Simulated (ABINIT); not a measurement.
# InP: geometry relaxation (part 2 of 2)

The same run, continued: InP (F-43m, 2 atoms in the cell); Kohn-Sham DFT of a periodic cell, LDA, JTH PAW LDA v2.0, no spin polarisation (ABINIT 10.8.3); cutoff 544.23 eV, 6×6×6 k-mesh, fermi-dirac of 0.05 eV. The structure derives from an entry of the Crystallography Open Database.

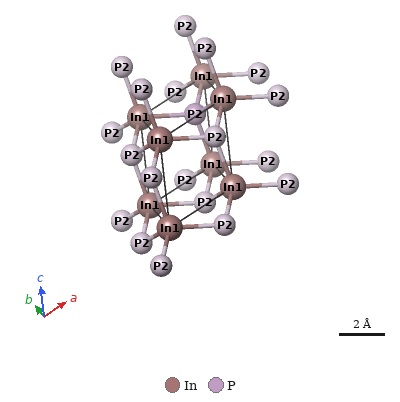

The geometry at step 2 of the log (ball-and-stick view of the cell of the calculation, seen slightly off an axis; neighbours outside the cell are drawn fainter; atoms are numbered from 1 in the order of the input).

## Output, continued
```
--------------------------------------------------------------------------------

---SELF-CONSISTENT-FIELD CONVERGENCE--------------------------------------------

--- !BeginCycle
iteration_state: {dtset: 1, itime: 3, icycle: 1, }
solver: {iscf: 17, nstep: 80, nline: 4, wfoptalg: 10, }
tolerances: {tolvrs: 1.00E-10, }
...

     iter   Etot(hartree)      deltaE(h)  residm     nres2
 ETOT  1  -64.905269825995    -6.491E+01 8.392E-05 1.723E+00
 ETOT  2  -64.900471641242     4.798E-03 1.066E-05 1.978E-01
 ETOT  3  -64.900536041525    -6.440E-05 1.520E-06 5.099E-02
 ETOT  4  -64.900531065718     4.976E-06 1.224E-06 4.991E-04
 ETOT  5  -64.900531313000    -2.473E-07 1.616E-06 5.867E-05
 ETOT  6  -64.900531450890    -1.379E-07 9.897E-07 3.626E-06
 ETOT  7  -64.900531461211    -1.032E-08 1.548E-06 1.170E-07
 ETOT  8  -64.900531462133    -9.226E-10 9.398E-07 3.564E-09
 ETOT  9  -64.900531462147    -1.411E-11 1.501E-06 4.414E-10
 ETOT 10  -64.900531462148    -9.237E-13 8.668E-07 3.777E-11

 At SCF step   10       nres2   =  3.78E-11 < tolvrs=  1.00E-10 =>converged.

 Cartesian components of stress tensor (hartree/bohr^3)
  sigma(1 1)= -2.47414195E-07  sigma(3 2)=  0.00000000E+00
  sigma(2 2)= -2.47414195E-07  sigma(3 1)=  0.00000000E+00
  sigma(3 3)= -2.47414195E-07  sigma(2 1)=  0.00000000E+00

--- !ResultsGS
iteration_state: {dtset: 1, itime: 3, icycle: 1, }
comment   : Summary of ground state results
lattice_vectors:
- [  0.0000000,   5.5049513,   5.5049513, ]
- [  5.5049513,   0.0000000,   5.5049513, ]
- [  5.5049513,   5.5049513,   0.0000000, ]
lattice_lengths: [   7.78518,    7.78518,    7.78518, ]
lattice_angles: [ 60.000,  60.000,  60.000, ] # degrees, (23, 13, 12)
lattice_volume:   3.3364947E+02
convergence: {deltae: -9.237E-13, res2:  3.777E-11, residm:  8.668E-07, diffor: null, }
etotal    :  -6.49005315E+01
entropy   :   0.00000000E+00
fermie    :   1.85352790E-01
cartesian_stress_tensor: # hartree/bohr^3
- [ -2.47414195E-07,   0.00000000E+00,   0.00000000E+00, ]
- [  0.00000000E+00,  -2.47414195E-07,   0.00000000E+00, ]
- [  0.00000000E+00,   0.00000000E+00,  -2.47414195E-07, ]
pressure_GPa:   7.2792E-03
xred      :
- [ -2.0928E-31,   1.2557E-31,   1.2557E-31, In]
- [  7.5000E-01,   7.5000E-01,   7.5000E-01,  P]
cartesian_forces: # hartree/bohr
- [ -3.82134004E-31,  -1.91067002E-31,   7.64268007E-31, ]
- [  3.82134004E-31,   1.91067002E-31,  -7.64268007E-31, ]
force_length_stats: {min:   8.75578999E-31, max:   8.75578999E-31, mean:   8.75578999E-31, }
...

 Integrated electronic density in atomic spheres:
 ------------------------------------------------
 Atom  Sphere_radius  Integrated_density
    1        2.50645         11.30740259
    2        1.60765          1.60228839

---OUTPUT-----------------------------------------------------------------------

 Cartesian coordinates (xcart) [bohr]
  1.38246643687923E-30 -4.60822145626408E-31 -4.60822145626408E-31
  8.25742695198500E+00  8.25742695198500E+00  8.25742695198500E+00
 Reduced coordinates (xred)
 -2.09276213540541E-31  1.25565728124325E-31  1.25565728124325E-31
  7.50000000000000E-01  7.50000000000000E-01  7.50000000000000E-01
 Cartesian forces (fcart) [Ha/bohr]; max,rms= 7.64268E-31 5.05516E-31 (free atoms)
 -3.82134003634814E-31 -1.91067001817407E-31  7.64268007269628E-31
  3.82134003634814E-31  1.91067001817407E-31 -7.64268007269628E-31
 Gradient of E wrt nuclear positions in reduced coordinates (gred)
 -3.15544362088405E-30 -2.10362908058937E-30  3.15544362088405E-30
  3.15544362088405E-30  2.10362908058937E-30 -3.15544362088405E-30
 Scale of Primitive Cell (acell) [bohr]
  7.78517679053488E+00  7.78517679053488E+00  7.78517679053488E+00
 Real space primitive translations (rprimd) [bohr]
  0.00000000000000E+00  5.50495130132334E+00  5.50495130132334E+00
  5.50495130132334E+00  0.00000000000000E+00  5.50495130132334E+00
  5.50495130132334E+00  5.50495130132334E+00  0.00000000000000E+00
 Unitary Cell Volume (ucvol) [Bohr^3]=  3.33649470440650E+02
 Angles (23,13,12)= [degrees]
  6.00000000000000E+01  6.00000000000000E+01  6.00000000000000E+01
 Lengths [Bohr]
  7.78517679053488E+00  7.78517679053488E+00  7.78517679053488E+00
 Stress tensor in cartesian coordinates (strten) [Ha/bohr^3]
 -2.47414194723752E-07  0.00000000000000E+00  0.00000000000000E+00
  0.00000000000000E+00 -2.47414194724620E-07  0.00000000000000E+00
  0.00000000000000E+00  0.00000000000000E+00 -2.47414194724620E-07
 Total energy (etotal) [Ha]= -6.49005314621484E+01

 Difference of energy with previous step (new-old):
           Absolute (Ha)=-7.82195E-05
           Relative     =-1.20522E-06

--- Iteration: ( 4/50) Internal Cycle: (1/1)
--------------------------------------------------------------------------------

---SELF-CONSISTENT-FIELD CONVERGENCE--------------------------------------------

--- !BeginCycle
iteration_state: {dtset: 1, itime: 4, icycle: 1, }
solver: {iscf: 17, nstep: 80, nline: 4, wfoptalg: 10, }
tolerances: {tolvrs: 1.00E-10, }
...

     iter   Etot(hartree)      deltaE(h)  residm     nres2
 ETOT  1  -64.900531737217    -6.490E+01 8.235E-07 1.008E-04
 ETOT  2  -64.900531462369     2.748E-07 9.072E-07 1.234E-05
 ETOT  3  -64.900531466474    -4.104E-09 1.768E-06 3.080E-06
 ETOT  4  -64.900531466343     1.305E-10 8.781E-07 2.925E-08
 ETOT  5  -64.900531466355    -1.181E-11 1.697E-06 2.979E-09
 ETOT  6  -64.900531466363    -8.299E-12 8.385E-07 2.246E-10
 ETOT  7  -64.900531466364    -8.242E-13 1.619E-06 4.855E-12

 At SCF step    7       nres2   =  4.86E-12 < tolvrs=  1.00E-10 =>converged.

 Cartesian components of stress tensor (hartree/bohr^3)
  sigma(1 1)=  1.15696746E-08  sigma(3 2)=  0.00000000E+00
  sigma(2 2)=  1.15696746E-08  sigma(3 1)=  0.00000000E+00
  sigma(3 3)=  1.15696746E-08  sigma(2 1)=  0.00000000E+00

--- !ResultsGS
iteration_state: {dtset: 1, itime: 4, icycle: 1, }
comment   : Summary of ground state results
lattice_vectors:
- [  0.0000000,   5.5051469,   5.5051469, ]
- [  5.5051469,   0.0000000,   5.5051469, ]
- [  5.5051469,   5.5051469,   0.0000000, ]
lattice_lengths: [   7.78545,    7.78545,    7.78545, ]
lattice_angles: [ 60.000,  60.000,  60.000, ] # degrees, (23, 13, 12)
lattice_volume:   3.3368504E+02
convergence: {deltae: -8.242E-13, res2:  4.855E-12, residm:  1.619E-06, diffor: null, }
etotal    :  -6.49005315E+01
entropy   :   0.00000000E+00
fermie    :   1.85300031E-01
cartesian_stress_tensor: # hartree/bohr^3
- [  1.15696746E-08,   0.00000000E+00,   0.00000000E+00, ]
- [  0.00000000E+00,   1.15696746E-08,   0.00000000E+00, ]
- [  0.00000000E+00,   0.00000000E+00,   1.15696746E-08, ]
pressure_GPa:  -3.4039E-04
xred      :
- [ -1.2293E-31,   1.7588E-31,   5.6768E-33, In]
- [  7.5000E-01,   7.5000E-01,   7.5000E-01,  P]
cartesian_forces: # hartree/bohr
- [ -1.91060212E-31,   7.16475796E-32,   9.55301062E-32, ]
- [  1.91060212E-31,  -7.16475796E-32,  -9.55301062E-32, ]
force_length_stats: {min:   2.25307305E-31, max:   2.25307305E-31, mean:   2.25307305E-31, }
...

 Integrated electronic density in atomic spheres:
 ------------------------------------------------
 Atom  Sphere_radius  Integrated_density
    1        2.50645         11.30751075
    2        1.60765          1.60242162

---OUTPUT-----------------------------------------------------------------------

 Cartesian coordinates (xcart) [bohr]
  9.99495877315396E-31 -6.45496217975121E-31  2.91496558634847E-31
  8.25772038406765E+00  8.25772038406765E+00  8.25772038406765E+00
 Reduced coordinates (xred)
 -1.22930010375541E-31  1.75879834009178E-31  5.67678770275584E-33
  7.50000000000000E-01  7.50000000000000E-01  7.50000000000000E-01
 Cartesian forces (fcart) [Ha/bohr]; max,rms= 1.91060E-31 1.30081E-31 (free atoms)
 -1.91060212390584E-31  7.16475796464691E-32  9.55301061952921E-32
  1.91060212390584E-31 -7.16475796464691E-32 -9.55301061952921E-32
 Gradient of E wrt nuclear positions in reduced coordinates (gred)
 -9.20337722757847E-31  5.25907270147341E-31  6.57384087684177E-31
  9.20337722757847E-31 -5.25907270147341E-31 -6.57384087684177E-31
 Scale of Primitive Cell (acell) [bohr]
  7.78545344095550E+00  7.78545344095550E+00  7.78545344095550E+00
 Real space primitive translations (rprimd) [bohr]
  0.00000000000000E+00  5.50514692271177E+00  5.50514692271177E+00
  5.50514692271177E+00  0.00000000000000E+00  5.50514692271177E+00
  5.50514692271177E+00  5.50514692271177E+00  0.00000000000000E+00
 Unitary Cell Volume (ucvol) [Bohr^3]=  3.33685040941721E+02
 Angles (23,13,12)= [degrees]
  6.00000000000000E+01  6.00000000000000E+01  6.00000000000000E+01
 Lengths [Bohr]
  7.78545344095550E+00  7.78545344095550E+00  7.78545344095550E+00
 Stress tensor in cartesian coordinates (strten) [Ha/bohr^3]
  1.15696746176563E-08  0.00000000000000E+00  0.00000000000000E+00
  0.00000000000000E+00  1.15696746185237E-08  0.00000000000000E+00
  0.00000000000000E+00  0.00000000000000E+00  1.15696746185237E-08
 Total energy (etotal) [Ha]= -6.49005314663640E+01

 Difference of energy with previous step (new-old):
           Absolute (Ha)=-4.21556E-09
           Relative     =-6.49542E-11

 At Broyd/MD step   4, gradients are converged :
  max grad (force/stress) = 1.1570E-06 < tolmxf= 2.0000E-05 ha/bohr (free atoms)

================================================================================

 ----iterations are completed or convergence reached----

 Mean square residual over all n,k,spin=   77.815E-10; max=  16.185E-07
 reduced coordinates (array xred) for    2 atoms
      -0.000000000000      0.000000000000      0.000000000000
       0.750000000000      0.750000000000      0.750000000000
 rms dE/dt=  1.0184E-30; max dE/dt=  1.8407E-30; dE/dt below (all hartree)
    1       0.000000000000      0.000000000000      0.000000000000
    2       0.000000000000     -0.000000000000     -0.000000000000

 cartesian coordinates (angstrom) at end:
    1      0.00000000000000    -0.00000000000000     0.00000000000000
    2      4.36979743829325     4.36979743829325     4.36979743829325

 cartesian forces (hartree/bohr) at end:
    1     -0.00000000000000     0.00000000000000     0.00000000000000
    2      0.00000000000000    -0.00000000000000    -0.00000000000000
 frms,max,avg= 1.3008123E-31 1.9106021E-31   0.000E+00  0.000E+00  0.000E+00 h/b

 cartesian forces (eV/Angstrom) at end:
    1     -0.00000000000000     0.00000000000000     0.00000000000000
    2      0.00000000000000    -0.00000000000000    -0.00000000000000
 frms,max,avg= 6.6890460E-30 9.8247111E-30   0.000E+00  0.000E+00  0.000E+00 e/A
 length scales=  7.785453440955  7.785453440955  7.785453440955 bohr
              =  4.119884534705  4.119884534705  4.119884534705 angstroms
 Fermi (or HOMO) energy (hartree) =   0.18530   Average Vxc (hartree)=  -0.35615
 Eigenvalues (hartree) for nkpt=  16  k points:
 kpt#   1, nband= 13, wtk=  0.00463, kpt=  0.0000  0.0000  0.0000 (reduced coord)
  -0.34857   -0.34857   -0.34857   -0.34258   -0.34258   -0.25579    0.17408    0.17408
   0.17408    0.19448    0.31888    0.31888    0.31888
      occupation numbers for kpt#   1
   2.00000    2.00000    2.00000    2.00000    2.00000    2.00000    1.99556    1.99556
   1.99556    0.01343    0.00000    0.00000    0.00000
 prteigrs : prtvol=0 or 1, do not print more k-points.

--- !EnergyTerms
iteration_state     : {dtset: 1, itime: 4, icycle: 1, }
comment             : Components of total free energy in Hartree
kinetic             :  1.65335612195419E+01
hartree             :  2.35581841940528E+01
xc                  : -9.75858705008417E+00
Ewald energy        : -4.51266302440583E+01
psp_core            :  1.33756452724802E+00
local_psp           : -6.45552584628237E+01
PAW spherical_terms :  1.31106358452171E+01
internal            : -6.49005299709064E+01
'-kT*entropy'       : -1.50396353692095E-06
total_energy        : -6.49005314748700E+01
total_energy_eV     : -1.76603342953213E+03
...

--- !EnergyTermsDC
iteration_state     : {dtset: 1, itime: 4, icycle: 1, }
comment             : '"Double-counting" decomposition of free energy'
band_energy         : -3.45452747429771E+00
Ewald energy        : -4.51266302440583E+01
psp_core            :  1.33756452724802E+00
xc_dc               : -2.61263259842736E+01
PAW spherical_terms :  8.46938921298123E+00
internal            : -6.49005299624004E+01
'-kT*entropy'       : -1.50396353692095E-06
total_energy_dc     : -6.49005314663640E+01
total_energy_dc_eV  : -1.76603342930067E+03
...

--- !EnergyTermsWithPAWCore
iteration_state     : {dtset: 1, itime: 4, icycle: 1, }
comment             : 'Components of total free energy, including PAW core contributions'
Total energy        : -6.21758178320269E+03
Total energy DC     : -6.21758178319419E+03
Total energy (eV)   : -1.69189019418704E+05
Total energy DC (eV): -1.69189019418472E+05
...

 Cartesian components of stress tensor (hartree/bohr^3)
  sigma(1 1)=  1.15696746E-08  sigma(3 2)=  0.00000000E+00
  sigma(2 2)=  1.15696746E-08  sigma(3 1)=  0.00000000E+00
  sigma(3 3)=  1.15696746E-08  sigma(2 1)=  0.00000000E+00

-Cartesian components of stress tensor (GPa)         [Pressure= -3.4039E-04 GPa]
- sigma(1 1)=  3.40391579E-04  sigma(3 2)=  0.00000000E+00
- sigma(2 2)=  3.40391579E-04  sigma(3 1)=  0.00000000E+00
- sigma(3 3)=  3.40391579E-04  sigma(2 1)=  0.00000000E+00

== END DATASET(S) ==============================================================
================================================================================

 -outvars: echo values of variables after computation  --------
            acell      7.7854534410E+00  7.7854534410E+00  7.7854534410E+00 Bohr
           etotal     -6.4900531466E+01
            fcart     -1.9106021239E-31  7.1647579646E-32  9.5530106195E-32
                       1.9106021239E-31 -7.1647579646E-32 -9.5530106195E-32
            rprim      0.0000000000E+00  7.0710678119E-01  7.0710678119E-01
                       7.0710678119E-01  0.0000000000E+00  7.0710678119E-01
                       7.0710678119E-01  7.0710678119E-01  0.0000000000E+00
           strten      1.1569674618E-08  1.1569674619E-08  1.1569674619E-08
                       0.0000000000E+00  0.0000000000E+00  0.0000000000E+00
           xangst      5.2891044031E-31 -3.4158188804E-31  1.5425333578E-31
                       4.3697974383E+00  4.3697974383E+00  4.3697974383E+00
             xred     -1.2293001038E-31  1.7587983401E-31  5.6767877028E-33
                       7.5000000000E-01  7.5000000000E-01  7.5000000000E-01
 Calculation completed.
```

## Trajectory as extended XYZ (Å, eV, eV/Å), 4 frames, from step=0 to step=3
```
2
Lattice="0.0000 2.9305 2.9305 2.9305 0.0000 2.9305 2.9305 2.9305 0.0000" Properties=species:S:1:pos:R:3:forces:R:3 step=0 energy=-1766.03007
In    0.0000    0.0000    0.0000    0.0000   0.0000   0.0000
P     4.3957    4.3957    4.3957    0.0000   0.0000   0.0000
2
Lattice="0.0000 2.9269 2.9269 2.9269 0.0000 2.9269 2.9269 2.9269 0.0000" Properties=species:S:1:pos:R:3:forces:R:3 step=1 energy=-1766.03130
In    0.0000    0.0000    0.0000    0.0000   0.0000   0.0000
P     4.3904    4.3904    4.3904    0.0000   0.0000   0.0000
2
Lattice="0.0000 2.9131 2.9131 2.9131 0.0000 2.9131 2.9131 2.9131 0.0000" Properties=species:S:1:pos:R:3:forces:R:3 step=2 energy=-1766.03343
In    0.0000    0.0000    0.0000    0.0000   0.0000   0.0000
P     4.3696    4.3696    4.3696    0.0000   0.0000   0.0000
2
Lattice="0.0000 2.9132 2.9132 2.9132 0.0000 2.9132 2.9132 2.9132 0.0000" Properties=species:S:1:pos:R:3:forces:R:3 step=3 energy=-1766.03343
In    0.0000    0.0000    0.0000    0.0000   0.0000   0.0000
P     4.3698    4.3698    4.3698    0.0000   0.0000   0.0000
```

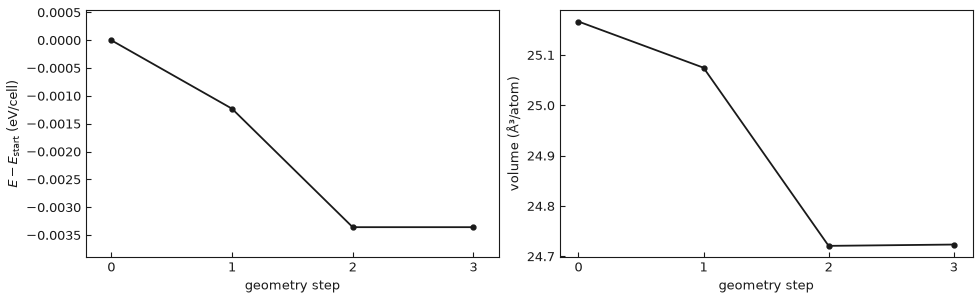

Progress of the relaxation, step by step (steps are counted from 0).

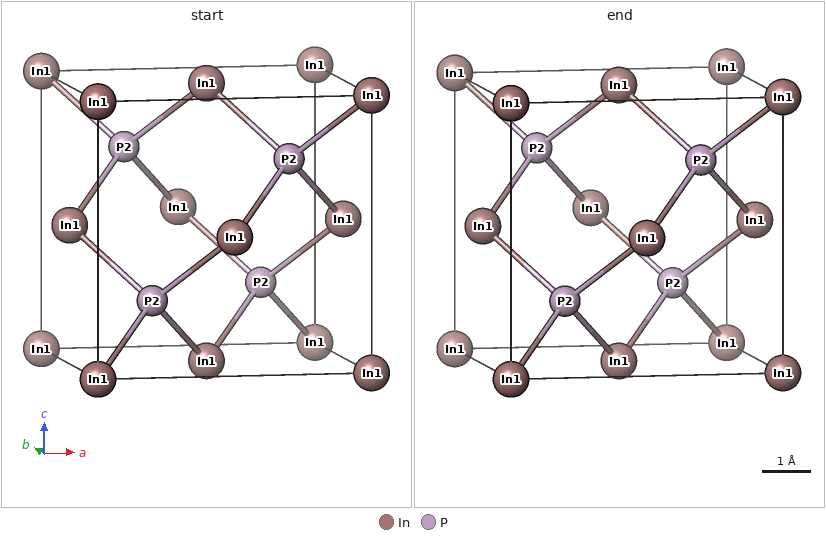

Before (left) and after (right) the relaxation, at one scale (ball-and-stick view of the cell 4 times as large as that of the calculation, set on its symmetry axes, seen slightly off an axis). No atom moves by more than 0.005 Å relative to the cell. Cell: a = b = c 5.861 → 5.826 Å (−0.6 %). Volume −1.8 %. Among the contacts that change: In1–P2 2.538 → 2.523 Å. The space group stays F-43m (No. 216). After 3 geometry steps the energy has fallen by 3.4 meV per cell of the calculation. All forces vanish by symmetry, so only the cell relaxes. (Atoms are counted from 1 in the order of the input.)

This output came from the following input.

## Input
```
pp_dirpath "./"
pseudos "In.LDA_PW-JTH.xml, P.LDA_PW-JTH.xml"

acell 7.83169184 7.83169184 7.83169184
rprim
     0.0000000000     0.7071067812     0.7071067812
     0.7071067812     0.0000000000     0.7071067812
     0.7071067812     0.7071067812     0.0000000000
ntypat 2
znucl 49 15
natom 2
typat 1 2
chkprim 0
chksymtnons 0
tolsym 1.0e-6
xred
            0.0            0.0            0.0
            3/4            3/4            3/4

ecut 20.0
pawecutdg 40.0
ecutsm 0.5

kptopt 1
ngkpt 6 6 6
nshiftk 1
shiftk 0.0 0.0 0.0

ixc 7

nband 13
occopt 3
tsmear 0.05 eV

nstep 80
tolvrs 1.0e-10

iomode 3
prteig 0
prtebands 0
prtwf 0
prtden 0

ionmov 2
optcell 2
ntime 50
tolmxf 2.0e-5
dilatmx 1.08
```

Launch command:
```bash
abinit run.abi > log 2>&1
```

## Key numbers

| quantity | value |
| --- | --- |
| outcome | converged |
| space group (tolerance 0.01 Å) | F-43m (216) |
| electrons treated | 18 |
| free energy | −1766.0334 eV |
| Fermi energy | 5.042 eV |
| gap on the k-point mesh | 0.56 eV |
| pressure | 0.00 GPa |
| final volume | 49.45 Å³ |
| largest force (length of the vector) at the end | under 0.001 eV/Å |
| final cell | a = 4.120 Å, b = 4.120 Å, c = 4.120 Å, α = 60.00°, β = 60.00°, γ = 60.00° |
| hardware | 1 thread of Arm Neoverse V1, 24 GiB of memory available, shared host |
| wall time | 40 s |
| peak memory | 0.1 GiB |
